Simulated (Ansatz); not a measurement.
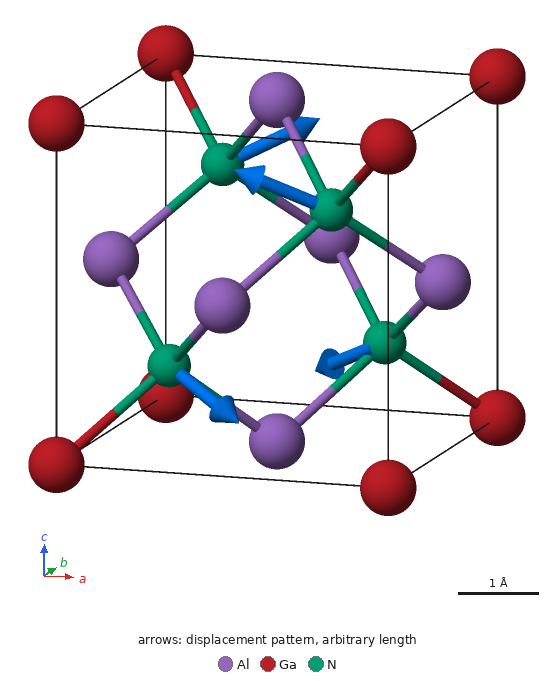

Normal modes of solid Al3GaN4, space group P-43m (No. 215), at the zone centre. The optical levels lie at 254 (×3), 346 (×3), 535 (×3), 623 (×3), 668 (×3), 671 (×3), 708, 724 (×2) cm⁻¹. One mode is drawn. The blue arrows are the displacements of the atoms (eigenvector over the root of the mass), of arbitrary overall length and sign. Style: ball-and-stick. Shown: the cell of the calculation, slightly off an axis.

These are results of Ansatz 0.2.0, DFT r2SCAN, scalar-relativistic, plane waves, PAW, not measurements. Settings: plane-wave cutoff 500 eV; k-point mesh 6 × 6 × 6; occupations gaussian; smearing width 0.05 eV; no spin polarisation.

Frequencies are those without the non-analytic (LO–TO) term.

To which level does it belong?

The level at 724 cm⁻¹. This is the E mode (doubly degenerate; one member of the set is drawn), the highest optical level, Raman-active by symmetry. The Al and Ga atoms stay at rest; atoms of one kind move against one another, with no net shift of their sublattice; it stretches the shortest Al–N bonds (1.89 Å).
